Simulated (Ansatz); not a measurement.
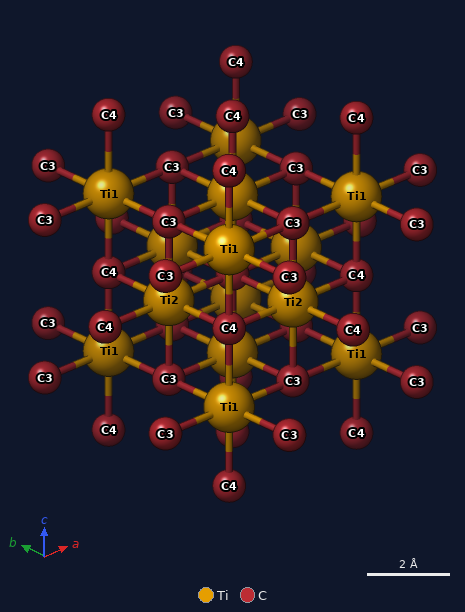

The starting point is a crystal of TiC (set up in Fm-3m). The picture is a ball-and-stick view of the conventional cell (2 times the calculation's cell), seen from a free direction. Lengths and directions refer to the drawn axes.

Level of theory: DFT r2SCAN, scalar-relativistic, plane waves, PAW in Ansatz 0.2.0. Settings: plane-wave cutoff 500 eV; k-point mesh 18 × 18 × 12; occupations gaussian; smearing width 0.1 eV; no spin polarisation.

Change: Strain along c alone, +6.0 %, is applied. Symmetry leaves the atoms no freedom, so this is a single point.

### What is the effect?

Among the bonded contacts that change: C–Ti 2.164 → 2.164 to 2.294 Å. The space group (tolerance 0.01 Å) goes from Fm-3m (No. 225) to I4/mmm (No. 139). The energy rises by 48.1 meV per atom. The pressure goes from 0.0 to −12.2 GPa. The principal stresses (compression positive) are −22.6 GPa along c and −7.0 GPa across it. All forces vanish by symmetry. It is metallic before and after.

The changed structure in the same view:

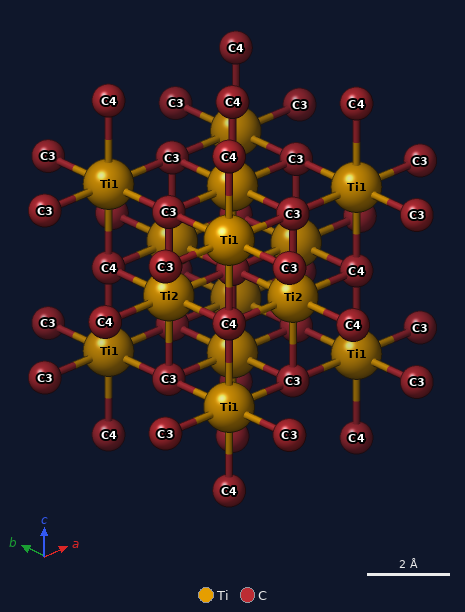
